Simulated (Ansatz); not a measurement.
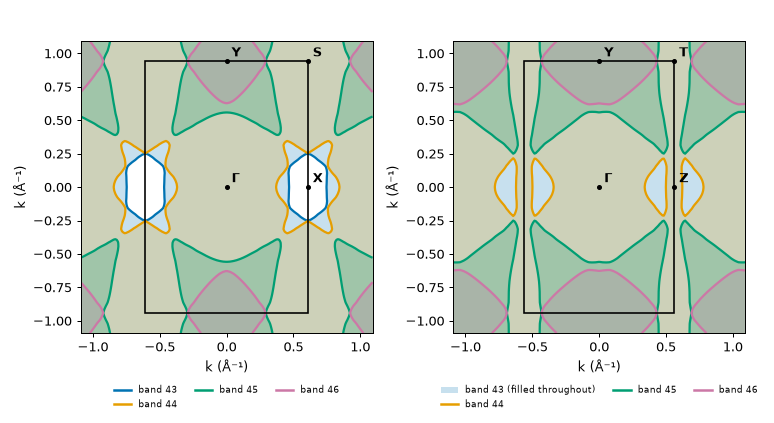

SiNi in space group Pnma: cuts through the Fermi surface in the plane through Γ, X and Y and the plane through Γ, Z and Y, filled states shaded.

Level of theory: DFT PBEsol, scalar-relativistic, plane waves, PAW; levels and slopes on a dense k mesh at the converged density in Ansatz. Started with collinear moments, which vanished: the result is non-magnetic and both spins have the same bands. k mesh for the levels: 16×24×14. Cell and positions as given, without relaxation (residual pressure −4 GPa).

At which labelled points is each band filled?

```csv
band,Γ,X,Z,Y,S,T
band 43,filled,empty,filled,filled,filled,filled
band 44,filled,empty,filled,filled,filled,filled
band 45,empty,empty,empty,filled,empty,empty
band 46,empty,empty,empty,filled,empty,empty
```
